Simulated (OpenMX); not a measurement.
# A series of single points on KI

System: KI (2 atoms in the cell).
Method: Kohn-Sham DFT of a periodic cell, PBE, OpenMX 2013 PBE set, no spin polarisation (OpenMX 3.8.5).

The 7 runs differ only in the geometry, by an even scaling of the cell at fixed fractional positions. The structure derives from a Materials Project entry.

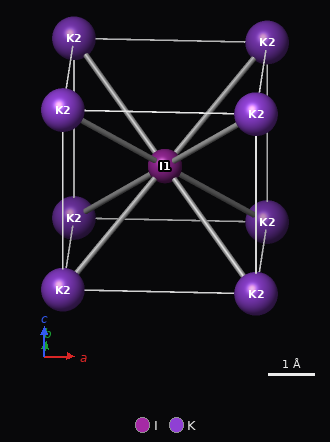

Figure 1. The structure of run 4 (ball-and-stick view of the cell of the calculation, seen at an oblique angle; atoms are numbered from 1 in the order of the input).

## Input of run 4
```
System.CurrrentDirectory             ./
System.Name                          KI
DATA.PATH                            ./DFT_DATA13
level.of.stdout                      1
level.of.fileout                     0
Species.Number                       2
<Definition.of.Atomic.Species
  I   I7.0-s3p2d2f1          I_PBE13
  K   K10.0-s3p2d1           K_PBE13
Definition.of.Atomic.Species>

Atoms.Number                         2
Atoms.SpeciesAndCoordinates.Unit     FRAC
<Atoms.SpeciesAndCoordinates
    1  I     0.5000000000    0.5000000000    0.5000000000   3.500  3.500
    2  K     0.0000000000    0.0000000000    0.0000000000   4.500  4.500
Atoms.SpeciesAndCoordinates>

Atoms.UnitVectors.Unit               Ang
<Atoms.UnitVectors
     4.2911966600    0.0000000000    0.0000000000
     0.0000000000    4.2911966600    0.0000000000
     0.0000000000    0.0000000000    4.2911966600
Atoms.UnitVectors>

scf.XcType                           GGA-PBE
scf.SpinPolarization                 off
scf.ElectronicTemperature            580.226
scf.energycutoff                     300.0
scf.maxIter                          100
scf.EigenvalueSolver                 band
scf.Kgrid                            7 7 7
scf.Mixing.Type                      rmm-diisk
scf.Init.Mixing.Weight               0.05
scf.Min.Mixing.Weight                0.001
scf.Max.Mixing.Weight                0.3
scf.Mixing.History                   25
scf.Mixing.StartPulay                8
scf.criterion                        1.0e-8
scf.stress.tensor                    on
MD.Type                              nomd
```

Command:
```bash
openmx KI.dat -nt 1 > KI.std
```

Run 3 has the same physical settings and fractional positions; its lattice vectors (Å) are:
```
   4.262396    0.000000    0.000000
   0.000000    4.262396    0.000000
   0.000000    0.000000    4.262396
```

## Results, with one run withheld

```tsv
run	volume per atom (Å³)	free energy per atom, from the lowest run given (meV)	gap on the mesh (eV)
1	37.139	18.15	3.78
2	37.929	11.15	3.72
3	38.720	?	?
4	39.510	2.42	3.62
5	40.300	0.56	3.57
6	41.090	0.00	3.52
7	41.880	0.68	3.47
```

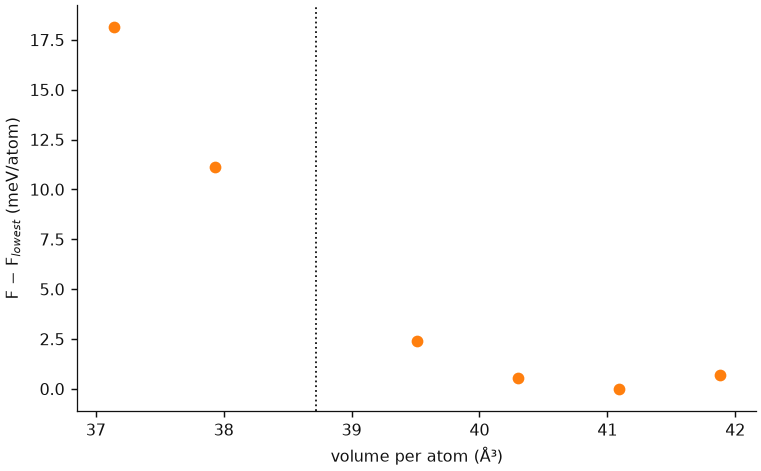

Figure 2. Free energy per atom of the runs given; the dotted line marks run 3.

Estimate the energy of run 3 from the others.

A cubic polynomial in V^(−2/3) (the Birch–Murnaghan form), fitted to the 6 runs given, misses them by at most 0.05 meV per atom. With x = V^(−2/3) − 0.08610 Å⁻², it reads F = 2.2338 + 2217.9 x + 5.4637e+05 x² + 4.2764e+05 x³ (meV per atom). At run 3 it gives 5.94 meV per atom, and the run itself gives 5.88. The fit has its minimum at 41.027 Å³ per atom, where V d²F/dV² gives 13.3 GPa: the bulk modulus at this level, since symmetry fixes the shape and the positions. The gap on the mesh goes, without turning, from 3.78 eV in run 1 to 3.47 eV in run 7; run 3 has 3.67 eV. These are gaps of this functional on this mesh, which can miss the band edges; they aren't the measured gap.

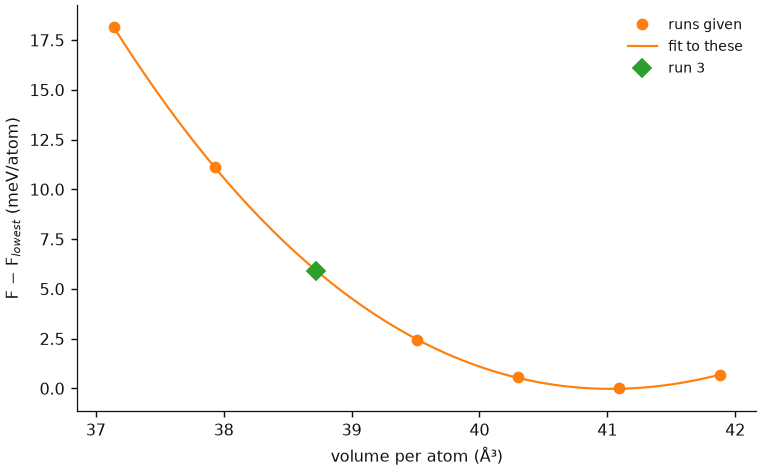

Figure 3. The fit and the withheld run.

## Some lines of the output (run 3)
```
[...]
  Cell_Volume =    522.586080106152 (Bohr^3)
        Total energy (Hartree) at MD = 1
   kloop=0
   kloop=1
   kloop=171
```

Notes: With a small basis of atomic orbitals these values can differ much from converged plane-wave results.
